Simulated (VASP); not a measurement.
**Run report: C, band-structure calculation**

- system: C (Fd-3m, 2 atoms in the cell)
- method: DFT, LDA, plane waves, PAW (VASP 6.6.1)

The structure was built on a prototype by a generator. The geometry comes from this level: r2SCAN.

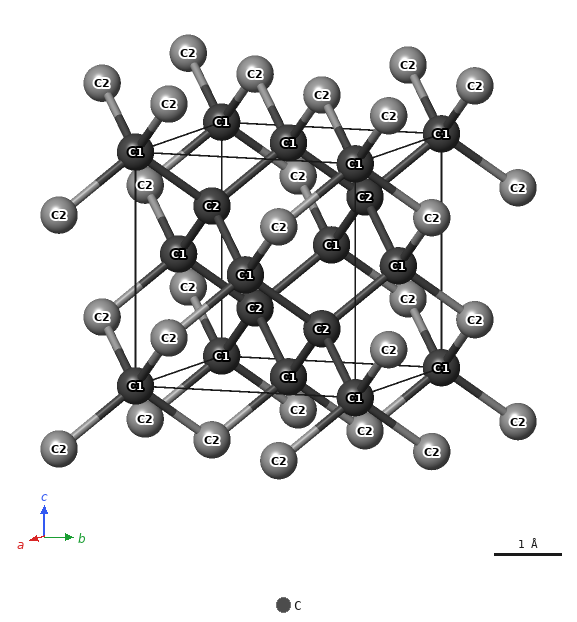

The input geometry (ball-and-stick view of the cell 4 times as large as that of the calculation, set on its symmetry axes, seen slightly off an axis; neighbours outside the cell are drawn fainter; atoms are numbered from 1 in the order of the input).

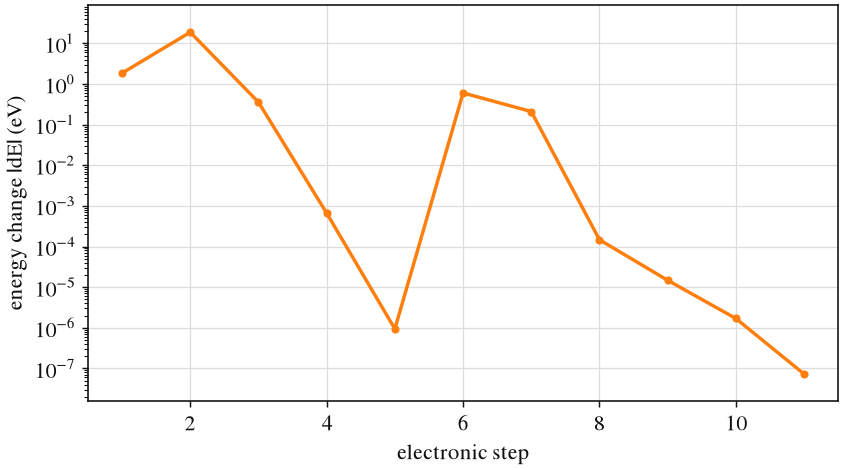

Convergence of the self-consistent field: energy change |dE| against the electronic step. It takes 11 electronic steps. The density is held fixed in the first few steps, and dE rises again when its update begins.

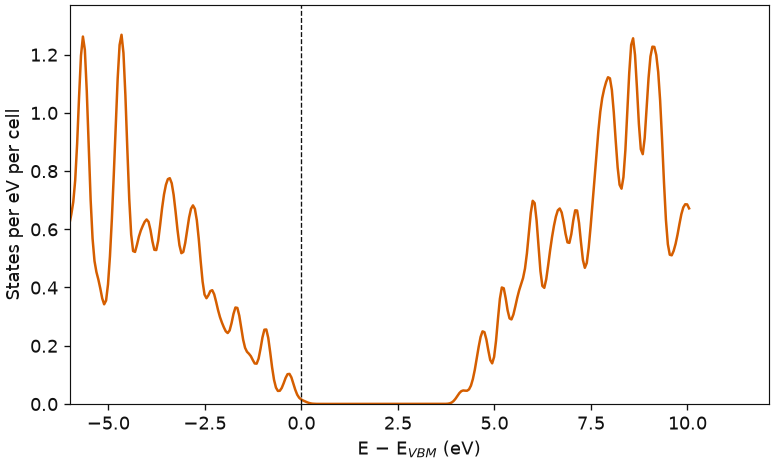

Density of states (the curve is built from the levels of the k mesh with Gaussians 0.3 eV wide, which also blur the band edges), with energies from the valence-band top. There is a gap of 4.12 eV on the k-point mesh. Small ripples come from the finite k-point mesh.

The input that produced these results follows, with the program's output.

INCAR:
```
ENCUT = 520.000000
SIGMA = 0.010000
EDIFF = 1.00e-07
GGA = CA
PREC = Accurate
IBRION = -1
ISIF = 2
ISMEAR = 0
NBANDS = 11
NELM = 120
NSW = 0
LASPH = .TRUE.
LCHARG = .TRUE.
LELF = .TRUE.
LWAVE = .FALSE.
LREAL = .FALSE.
```

KPOINTS:
```
KPOINTS created by Atomic Simulation Environment
0
Gamma
12 12 12
0 0 0
```

KPOINTS_OPT:
```
special points
7
Reciprocal
0.0000000000 0.0000000000 0.0000000000 1
0.5000000000 0.0000000000 0.5000000000 1
0.5000000000 0.2500000000 0.7500000000 1
0.3750000000 0.3750000000 0.7500000000 1
0.5000000000 0.5000000000 0.5000000000 1
0.6250000000 0.2500000000 0.6250000000 1
0.3500000000 0.0000000000 0.3500000000 1
```

POSCAR:
```
C
 1.0000000000000000
     0.0000000000000000    1.7801241435693234    1.7801241435693234
     1.7801241435693234   -0.0000000000000000    1.7801241435693234
     1.7801241435693234    1.7801241435693234   -0.0000000000000000
 C
   2
Cartesian
  0.0000000000000000  0.0000000000000000 -0.0000000000000000
  0.8900620717846617  0.8900620717846617  0.8900620717846617
```

Launch command:
```bash
mpirun -np 1 vasp_std
```

OSZICAR:
```
N       E                     dE             d eps       ncg     rms          rms(c)
DAV:   1    -0.185508502662E+01   -0.18551E+01   -0.48303E+03  1643   0.721E+02
DAV:   2    -0.206948569138E+02   -0.18840E+02   -0.18389E+02  2066   0.123E+02
DAV:   3    -0.210525636423E+02   -0.35771E+00   -0.35694E+00  1827   0.130E+01
DAV:   4    -0.210532281535E+02   -0.66451E-03   -0.66450E-03  1721   0.717E-01
DAV:   5    -0.210532290913E+02   -0.93782E-06   -0.93781E-06  1788   0.246E-02    0.573E+00
DAV:   6    -0.204498937826E+02    0.60334E+00   -0.32103E-01  1626   0.393E+00    0.333E+00
DAV:   7    -0.202393353539E+02    0.21056E+00   -0.38214E-01  1713   0.430E+00    0.723E-01
DAV:   8    -0.202391884974E+02    0.14686E-03   -0.94300E-03  1665   0.798E-01    0.286E-02
DAV:   9    -0.202391737422E+02    0.14755E-04   -0.36072E-05  1781   0.468E-02    0.206E-02
DAV:  10    -0.202391754343E+02   -0.16922E-05   -0.21960E-06  1719   0.122E-02    0.487E-03
DAV:  11    -0.202391753617E+02    0.72637E-07   -0.94146E-08  1348   0.232E-03
   1 F= -.20239175E+02 E0= -.20239175E+02  d E =-.588072E-41
       N       E                     dE             ncg
DAV:   1     0.116964860070E+04   -0.24198E+04      162
DAV:   2     0.104274109174E+04   -0.12691E+03      188
DAV:   3     0.104059260350E+04   -0.21485E+01      180
DAV:   4     0.104059035568E+04   -0.22478E-02      166
DAV:   5     0.104059035255E+04   -0.31325E-05      175
DAV:   6     0.104059035254E+04   -0.58628E-08      174
```

Parts of OUTCAR:
```
k-points           NKPTS =     72   k-points in BZ     NKDIM =     72   number of bands    NBANDS=     11

   NELECT =       8.0000    total number of electrons

   dimension x,y,z NGX =    20 NGY =   20 NGZ =   20
   dimension x,y,z NGXF=    40 NGYF=   40 NGZF=   40

  energy-cutoff  :      520.00
  volume of cell :       11.28
      direct lattice vectors                 reciprocal lattice vectors
     0.000000000  1.780124144  1.780124144    -0.280879287  0.280879287  0.280879287
     1.780124144  0.000000000  1.780124144     0.280879287 -0.280879287  0.280879287
     1.780124144  1.780124144  0.000000000     0.280879287  0.280879287 -0.280879287

 k-points in reciprocal lattice and weights: KPOINTS created by Atomic Simulation Env
   0.00000000  0.00000000  0.00000000       0.001
   0.08333333  0.00000000  0.00000000       0.005
   0.16666667  0.00000000  0.00000000       0.005
   0.25000000  0.00000000  0.00000000       0.005
   0.33333333  0.00000000  0.00000000       0.005
   0.41666667  0.00000000  0.00000000       0.005
   0.50000000  0.00000000  0.00000000       0.002
   0.08333333  0.08333333  0.00000000       0.003
   0.16666667  0.08333333  0.00000000       0.014
   0.25000000  0.08333333  0.00000000       0.014
   0.33333333  0.08333333  0.00000000       0.014
   0.41666667  0.08333333  0.00000000       0.014
   0.50000000  0.08333333  0.00000000       0.014
  -0.41666667  0.08333333  0.00000000       0.014
  -0.33333333  0.08333333  0.00000000       0.014
  -0.25000000  0.08333333  0.00000000       0.014
  -0.16666667  0.08333333  0.00000000       0.014
  -0.08333333  0.08333333  0.00000000       0.007
   0.16666667  0.16666667  0.00000000       0.003
   0.25000000  0.16666667  0.00000000       0.014
   0.33333333  0.16666667  0.00000000       0.014
   0.41666667  0.16666667  0.00000000       0.014
   0.50000000  0.16666667  0.00000000       0.014
  -0.41666667  0.16666667  0.00000000       0.014
  -0.33333333  0.16666667  0.00000000       0.014
  -0.25000000  0.16666667  0.00000000       0.014
  -0.16666667  0.16666667  0.00000000       0.007
   0.25000000  0.25000000  0.00000000       0.003
   0.33333333  0.25000000  0.00000000       0.014
   0.41666667  0.25000000  0.00000000       0.014
   0.50000000  0.25000000  0.00000000       0.014
  -0.41666667  0.25000000  0.00000000       0.014
  -0.33333333  0.25000000  0.00000000       0.014
  -0.25000000  0.25000000  0.00000000       0.007
   0.33333333  0.33333333  0.00000000       0.003
   0.41666667  0.33333333  0.00000000       0.014
   0.50000000  0.33333333  0.00000000       0.014
  -0.41666667  0.33333333  0.00000000       0.014
  -0.33333333  0.33333333  0.00000000       0.007
   0.41666667  0.41666667  0.00000000       0.003
   0.50000000  0.41666667  0.00000000       0.014
  -0.41666667  0.41666667  0.00000000       0.007
   0.50000000  0.50000000  0.00000000       0.002
   0.25000000  0.16666667  0.08333333       0.014
   0.33333333  0.16666667  0.08333333       0.028
   0.41666667  0.16666667  0.08333333       0.028
   0.50000000  0.16666667  0.08333333       0.028
  -0.41666667  0.16666667  0.08333333       0.014
   0.33333333  0.25000000  0.08333333       0.014
   0.41666667  0.25000000  0.08333333       0.028
   0.50000000  0.25000000  0.08333333       0.028
  -0.41666667  0.25000000  0.08333333       0.028
  -0.33333333  0.25000000  0.08333333       0.028
  -0.25000000  0.25000000  0.08333333       0.028
  -0.16666667  0.25000000  0.08333333       0.014
   0.41666667  0.33333333  0.08333333       0.014
   0.50000000  0.33333333  0.08333333       0.028
  -0.41666667  0.33333333  0.08333333       0.028
  -0.33333333  0.33333333  0.08333333       0.028
  -0.25000000  0.33333333  0.08333333       0.014
   0.50000000  0.41666667  0.08333333       0.014
  -0.41666667  0.41666667  0.08333333       0.028
  -0.33333333  0.41666667  0.08333333       0.014
  -0.41666667  0.50000000  0.08333333       0.007
   0.50000000  0.33333333  0.16666667       0.014
  -0.41666667  0.33333333  0.16666667       0.028
  -0.33333333  0.33333333  0.16666667       0.014
  -0.41666667  0.41666667  0.16666667       0.014
  -0.33333333  0.41666667  0.16666667       0.028
  -0.25000000  0.41666667  0.16666667       0.014
  -0.33333333  0.50000000  0.16666667       0.007
  -0.25000000  0.50000000  0.25000000       0.003

 E-fermi :   9.8953

 k-point     1 :       0.0000    0.0000    0.0000
  band No.  band energies     occupation
      1     -11.5877      2.00000
      2       9.8039      2.00000
      3       9.8039      2.00000
      4       9.8040      2.00000
      5      15.3618      0.00000
      6      15.3618      0.00000
      7      15.3618      0.00000
      8      23.4856      0.00000
      9      28.8792      0.00000
     10      36.4949      0.00000
     11      36.4949      0.00000

 k-point     2 :       0.0833    0.0000    0.0000
  band No.  band energies     occupation
      1     -11.3948      2.00000
      2       8.5865      2.00000
      3       9.4802      2.00000
      4       9.4802      2.00000
      5      15.7853      0.00000
      6      15.7853      0.00000
      7      16.0862      0.00000
      8      23.6136      0.00000
      9      29.1896      0.00000
     10      34.2112      0.00000
     11      34.2112      0.00000

 k-point     3 :       0.1667    0.0000    0.0000
  band No.  band energies     occupation
      1     -10.8183      2.00000
      2       6.0702      2.00000
      3       8.7780      2.00000
      4       8.7780      2.00000
      5      16.7026      0.00000
      6      16.7026      0.00000
      7      17.2202      0.00000
      8      23.9769      0.00000
      9      29.8387      0.00000
     10      32.5940      0.00000
     11      32.5940      0.00000

 k-point     4 :       0.2500    0.0000    0.0000
  band No.  band energies     occupation
      1      -9.8662      2.00000
      2       3.2440      2.00000
      3       8.0549      2.00000
      4       8.0549      2.00000
      5      17.5546      0.00000
      6      17.5546      0.00000
      7      18.0476      0.00000
      8      24.4822      0.00000
      9      30.2731      0.00000
     10      32.1653      0.00000
     11      32.1653      0.00000

 k-point     5 :       0.3333    0.0000    0.0000
  band No.  band energies     occupation
      1      -8.5574      2.00000
      2       0.4655      2.00000
      3       7.4814      2.00000
      4       7.4814      2.00000
      5      18.0354      0.00000
      6      18.0354      0.00000
      7      18.5464      0.00000
      8      24.9418      0.00000
      9      30.5336      0.00000
     10      32.9829      0.00000
     11      32.9829      0.00000

 [... the levels of 66 k-points are left out ...]

 k-point    72 :      -0.2500    0.5000    0.2500
  band No.  band energies     occupation
      1      -2.0000      2.00000
      2      -2.0000      2.00000
      3       1.3980      2.00000
      4       1.3981      2.00000
      5      20.2716      0.00000
      6      20.2716      0.00000
      7      22.2092      0.00000
      8      22.2092      0.00000
      9      30.9341      0.00000
     10      30.9341      0.00000
     11      40.1012      0.00000

  Total       -0.6544593     -0.6544593     -0.6544593      0.0000000      0.0000000     -0.0000000
  in kB      -92.9420697    -92.9420697    -92.9420697      0.0000000      0.0000000     -0.0000000
  external PRESSURE =     -92.9420697 kB  Pullay stress =       0.0000000 kB

 POSITION                                       TOTAL-FORCE (eV/Angst)
 -----------------------------------------------------------------------------------
      0.00000      0.00000      0.00000         0.000000      0.000000      0.000000
      0.89006      0.89006      0.89006        -0.000000     -0.000000     -0.000000
 -----------------------------------------------------------------------------------
    total drift:                                0.000000      0.000000      0.000000

  FREE ENERGIE OF THE ION-ELECTRON SYSTEM (eV)
  ---------------------------------------------------
  free  energy   TOTEN  =       -20.2391753617 eV

  energy  without entropy=      -20.2391753617  energy(sigma->0) =      -20.23917536
```

Key numbers:

```tsv
quantity	value
outcome	converged
space group (tolerance 0.01 Å)	Fd-3m (227)
electrons treated	8
free energy	−20.2392 eV
Fermi energy	9.895 eV
band gap	4.12 eV
pressure	−9.29 GPa
largest force (length of the vector)	under 0.001 eV/Å
hardware	1 CPU thread, shared host
wall time	7.4 s
peak memory	0.11 GiB
```

Notes:

The cell is under a tension of 9.3 GPa at this level, so it is not at its equilibrium volume.
